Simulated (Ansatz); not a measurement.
AlNi

```cif
data_structure
_symmetry_space_group_name_H-M 'P 1'
_symmetry_Int_Tables_number 1
_cell_length_a 4.9575
_cell_length_b 4.9575
_cell_length_c 4.9575
_cell_angle_alpha 109.267
_cell_angle_beta 109.573
_cell_angle_gamma 109.573
_cell_volume 93.79
loop_
_atom_site_label
_atom_site_type_symbol
_atom_site_fract_x
_atom_site_fract_y
_atom_site_fract_z
_atom_site_occupancy
Al1 Al 0.01408 0.49736 0.50033 1
Al2 Al 0.51308 0.01007 0.51587 1
Al3 Al 0.50452 0.52757 0.00929 1
Al4 Al 0.98978 0.99717 0.00629 1
Ni1 Ni 0.49996 0.00181 0.00868 1
Ni2 Ni 0.99921 0.48328 0.99766 1
Ni3 Ni 0.98189 0.98787 0.47512 1
Ni4 Ni 0.49748 0.49487 0.48677 1
```

Space group P1; a structure from a database of computed crystals, not necessarily the ambient phase; changed on purpose from its base cell (all atoms moved at random, sigma 0.05 A a component); not relaxed (largest force 1.5 eV/Å); computed without spin polarisation.

Level of theory: DFT PBEsol, scalar-relativistic, plane waves, PAW in Ansatz.

**What can the converged valence pseudo-density and electron localisation function tell about the bonding?**

Al–Ni (2.32 Å): ρ at the midpoint is about 0.4 e/Å³; the ELF is about 0.40 at the midpoint.
Al–Ni (2.35 Å): ρ at the midpoint is about 0.37 e/Å³; the ELF is about 0.40 at the midpoint.
Al–Ni (2.44 Å): ρ at the midpoint is about 0.34 e/Å³; the ELF is about 0.40 at the midpoint.
Al–Ni (2.46 Å): the density is about 0.32 e/Å³ at the midpoint; the ELF is about 0.40 at the midpoint.

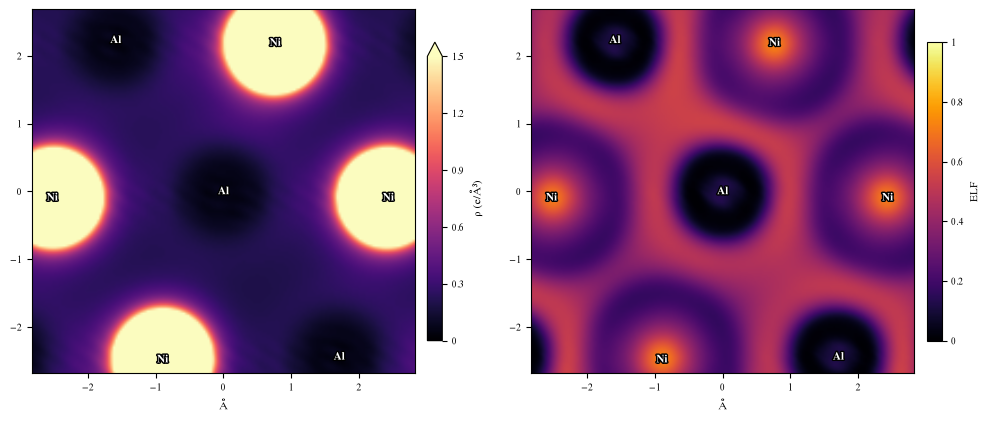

Computed valence pseudo-density and electron localisation function on the (11̄0) plane of the conventional cell, in this order. 

In a PAW calculation such maps are meaningful between the atoms, not at the nuclei.
